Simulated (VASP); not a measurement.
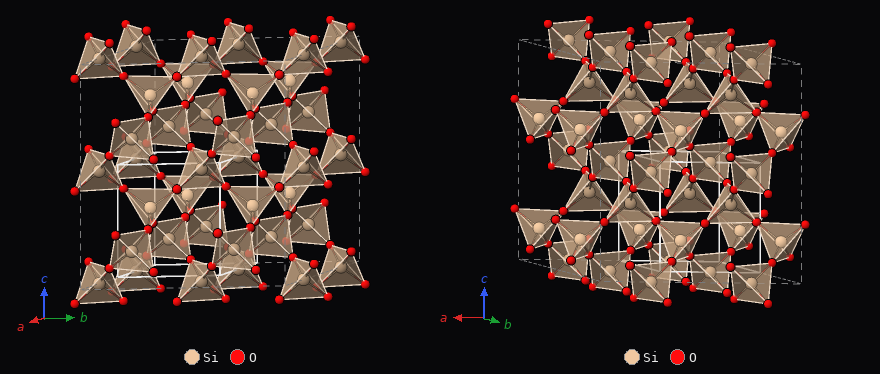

Polyhedra are drawn about Si (bonds: O–Si below 1.8 Å); other atoms are plain spheres. Two views of the same piece.

SiO2 (space group P6_422, No. 181): the end point of a relaxation with VASP, VASP Kohn-Sham DFT of a periodic cell, r2SCAN, VASP PAW PBE potentials, recommended.

**What figure surrounds each Si atom, and what does it share with the other drawn polyhedra?**

Si: SiO4 tetrahedron, sharing corners with four neighbours.

**What is the connectivity of the polyhedra: isolated, groups, chains, layers or framework?**

They form a three-dimensional framework of corner-sharing tetrahedra.

**Give the Qⁿ label of each tetrahedral site (n: corners shared with another such tetrahedron).**

Qⁿ labels: Si Q⁴.
